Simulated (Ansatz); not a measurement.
## Energy of TiAl along a shift of atoms along one path

System: TiAl (4 atoms in the cell).
Method: DFT PBEsol, scalar-relativistic, plane waves, PAW, no spin polarisation (Ansatz 0.2.0).

The 6 runs differ only in the geometry, by a shift of atoms along one path in a fixed cell. The shift s is measured from run 4: Ti1 moves along the Cartesian direction (−1.00, 0.00, 0.00), and Ti2 with it in fixed proportion. The structure derives from an entry of the Crystallography Open Database.

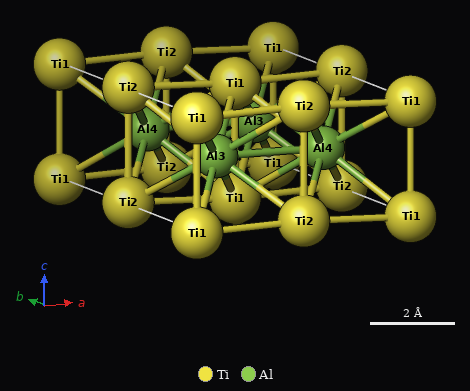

Figure 1. The structure of run 4 (ball-and-stick view of the cell 2 times as large as that of the calculation, set on its symmetry axes, seen slightly off an axis; atoms are numbered from 1 in the order of the input). An atom can appear more than once, as a periodic image.

## Input of run 4
```yaml
crystal:
  lattice:
    - [-2.7951585984, 0.0, 0.0]
    - [0.0, 2.7951585984, 4.038740475]
    - [0.0, 2.7951585984, -4.038740475]
  atoms:
    - { symbol: Ti, position: [0.0160992654, 0.0, 0.0] }
    - { symbol: Ti, position: [-0.0160992654, 0.5, 0.5] }
    - { symbol: Al, position: [0.5, 0.5, 0.0] }
    - { symbol: Al, position: [0.5, 0.0, 0.5] }
basis:
  ecutwfc: 420
kpoints:
  mp_grid: { grid: [22, 14, 14] }
hamiltonian:
  xc: pbesol
scf:
  occupations: { method: gaussian, width: 0.15 }
output:
  forces: true
  stress: true
  eigenvalues: true
```

Command:
```bash
ansatz run input.yaml --threads 2 --pin off --max-ram 5120MiB --backend cpu --events-out ev --progress --plain --runs-dir out
```

Lattice vectors (Å) and fractional positions of run 4:
```
  -2.795159    0.000000    0.000000
   0.000000    2.795159    4.038740
   0.000000    2.795159   -4.038740
Ti  0.016099  0.000000  0.000000
Ti -0.016099  0.500000  0.500000
Al  0.500000  0.500000 -0.000000
Al  0.500000 -0.000000  0.500000
```

Run 5 differs from it as follows:
```diff
-    - { symbol: Ti, position: [0.0160992654, 0.0, 0.0] }
-    - { symbol: Ti, position: [-0.0160992654, 0.5, 0.5] }
+    - { symbol: Ti, position: [0.0268321089, 0.0, 0.0] }
+    - { symbol: Ti, position: [-0.0268321089, 0.5, 0.5] }
```

## Results, with one run withheld

| run | shift s of Ti1 (Å) | free energy per atom, from the lowest run given (meV) | pressure (GPa) | force along the path (eV/Å) |
| --- | --- | --- | --- | --- |
| 1 | −0.1650 | 17.03 | 0.29 | 1.148 |
| 2 | −0.1050 | 4.07 | 0.08 | 0.578 |
| 3 | −0.0300 | 0.00 | 0.02 | −0.145 |
| 4 | 0.0000 | 2.17 | 0.05 | −0.434 |
| 5 | 0.0300 | ? | ? | ? |
| 6 | 0.0600 | 12.99 | 0.23 | −1.007 |

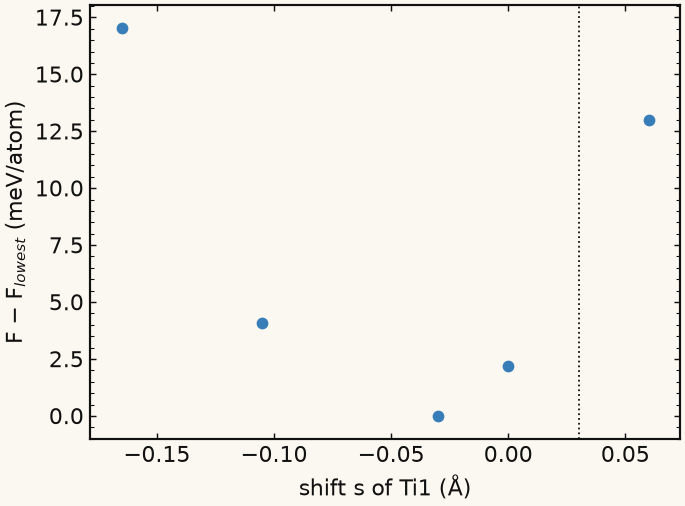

Figure 2. Free energy per atom of the runs given; the dotted line marks run 5.

Estimate the energy of run 5 from the others.

A cubic polynomial in the coordinate, fitted to the 5 runs given, misses them by at most 0.01 meV per atom. With x = s + 0.0480, it reads F = −0.25191 − 7.3539 x + 1201.6 x² + 16.818 x³ (meV per atom). At run 5 it gives 6.49 meV per atom, and the run itself gives 6.51. The slope of the fit gives a force −dF/ds of −0.722 eV/Å along the path (summed over the atoms that move), and the printed forces give −0.722 eV/Å. The fit has its minimum at s = −0.0449 Å.

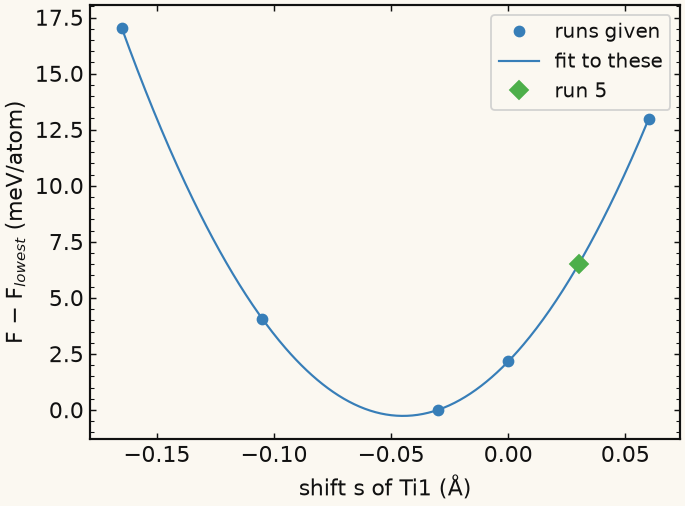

Figure 3. The fit and the withheld run.

## Output, shortened to warnings, some set-up lines, iterations and results (run 5)
```
Basis set: ecut = 420 eV, 1237 PW (Γ), exchange–correlation on 40×72×72 points (8 copies of the dense FFT grid, shifted against one another)
Symmetry: 8 space group operations
k-points: 684 of 4312
Initial density: superposition of atomic densities (neutral atoms: chi_scale 0, normalization atom), corrected by the library's trained network
[...]
SCF iter   1: F=—  HF=-5998.527645 eV  |F-HF|=—  |Δ(HF+E_count)|=         —  Δρ=4.37e-3  dr2=9.20e-3  ethr=1.77e-3  ⟨swp⟩=5.3  Hψ=61228  notcnv=0
SCF iter   2: F=—  HF=-5998.525390 eV  |F-HF|=—  |Δ(HF+E_count)|=   2.26e-3  Δρ=2.19e-3  dr2=3.28e-3  ethr=3.07e-5  ⟨swp⟩=1.4  Hψ=19994  notcnv=0
SCF iter   3: F=—  HF=-5998.524612 eV  |F-HF|=—  |Δ(HF+E_count)|=   7.78e-4  Δρ=4.73e-4  dr2=1.30e-4  ethr=1.09e-5  ⟨swp⟩=2.2  Hψ=17092  notcnv=0
SCF iter   4: F=—  HF=-5998.524571 eV  |F-HF|=—  |Δ(HF+E_count)|=   4.01e-5  Δρ=9.04e-5  dr2=6.34e-6  ethr=4.33e-7  ⟨swp⟩=2.9  Hψ=23857  notcnv=0
SCF iter   5: F=—  HF=-5998.524613 eV  |F-HF|=—  |Δ(HF+E_count)|=   4.16e-5  Δρ=2.20e-5  dr2=2.51e-7  ethr=2.11e-8  ⟨swp⟩=2.0  Hψ=17214  notcnv=0
SCF iter   6: F=-5998.524613 eV  HF=-5998.524613 eV  |F-HF|=5.38e-9  |Δ(HF+E_count)|=   8.50e-8  Δρ=4.44e-6  dr2=1.03e-8  ethr=3.33e-10  ⟨swp⟩=4.8  Hψ=46852  notcnv=0
SCF 1 converged in 6 iterations: F = -5998.524613 eV  dr2 = 1.03e-8
SCF converged after 6 iterations
Free energy (F): -5998.524613 eV
Harris-Foulkes:  -5998.524613 eV  (|F-HF|=5.38e-9)
Internal energy: -5998.483371 eV  (E = F + TS)
E sigma→0 (E₀):  -5998.503992 eV
Entropy (-TS):   -0.041242 eV (-10.311 meV/atom)
Fermi energy:    11.246165 eV
--- Per-component energies (eV) ---
  E_band       = -318.450065
  E_kinetic    = 594.807749
  E_local      = -2129.420349  (includes V_loc(G=0)·N_el)
  E_nonlocal   = 41.164561
  E_hartree    = 914.303424
  E_xc         = -273.983149
  E_vxc        = -303.637579  (∫ρ·V_xc dr)
  E_paw        = -2955.863392  (= ΣΔE_a)
  E_vpaw       = -349.970669  (= ΣTr[D̂ρ^β])
  E_aug_tail   = 0.000227  (compensation charges beyond the density's cutoff)
  E_ewald      = -2189.809488
  E_core_change = 0.317047  (= ΣΔE_core)
  E_smearing   = -0.041242  (= −TS)
  E_closure    = -0.000000  (closes the sum)
  Σ components = -5998.524613   (vs F -5998.524613, Δ=0.00e0)
--- Forces (eV/Å), atoms counted from 1 ---
  atom   1  Ti     0.36079846     0.00000000     0.00000000
  atom   2  Ti    -0.36079846     0.00000000     0.00000000
  atom   3  Al     0.00000000     0.00000000    -0.00000000
  atom   4  Al     0.00000000     0.00000000     0.00000000
  max |Σ_I F_I| component: 5.55e-17 eV/Å
--- Stress (GPa, compression-positive) ---
       -0.055128       0.000000       0.000000
        0.000000       0.140048       0.000000
        0.000000       0.000000       0.278999
  P = ⅓ Tr σ = 0.1213 GPa (1.213 kbar)
```
